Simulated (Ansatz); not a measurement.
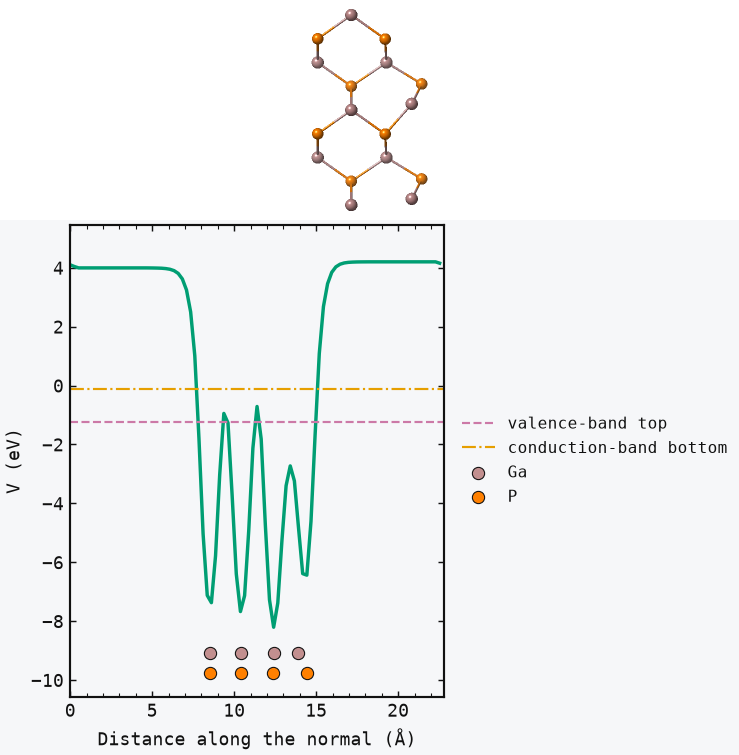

Plane-averaged electrostatic potential energy of an electron across the slab; circles at the bottom mark the heights of the atoms (positions after relaxation). The structure is drawn too.

Input of the run:

```
crystal:
  lattice:
    - [3.8540855109, 0.0, 0.0]
    - [0.0, 5.4505, 0.0]
    - [0.0, 0.0, 22.7811282663]
  atoms:
    - { symbol: Ga, position: [0.5, 0.5, 0.3731158484] }
    - { symbol: P, position: [0.0, 0.25, 0.3731158484] }
    - { symbol: Ga, position: [0.0, 0.0, 0.4577052828] }
    - { symbol: P, position: [0.5, 0.75, 0.4577052828] }
    - { symbol: Ga, position: [0.5, 0.5, 0.5422947172] }
    - { symbol: P, position: [0.0, 0.25, 0.5422947172] }
    - { symbol: Ga, position: [0.0, 0.0, 0.6268841516] }
    - { symbol: P, position: [0.5, 0.75, 0.6268841516] }
basis:
  ecutwfc: 500
kpoints:
  mp_grid: { grid: [7, 5, 1] }
hamiltonian:
  xc: r2scan
scf:
  occupations: { method: gaussian, width: 0.05 }
output:
  forces: true
  eigenvalues: true
  write_density: true
  write_potential: true
  elf: true
  volumetric_format: npy
relax:
  adjacent_minimum: "off"
  f_tol: 0.03
  max_steps: 70
  constraints: [{ sites: [0, 1, 2, 3] }]
efield:
  axis: 3
  dipole_correction: true
  ramp_width: 0.04
```

Run as:
```bash
ansatz run input.yaml --threads 2 --pin off --max-ram 5120MiB --backend cpu --events-out ev --progress --plain --runs-dir out
```

What are the ionisation potential and the electron affinity of the slab?

Answer. From the vacuum level at the right face the ionisation potential is 5.44 eV and the electron affinity 4.31 eV; at the left face they are 5.23 and 4.11 eV. The slab's gap, their difference before rounding, is 1.12 eV.

How thick are slab and vacuum?

Answer. The outermost atoms are 6.0 Å apart, which leaves 16.8 Å of vacuum in a cell 22.8 Å high.
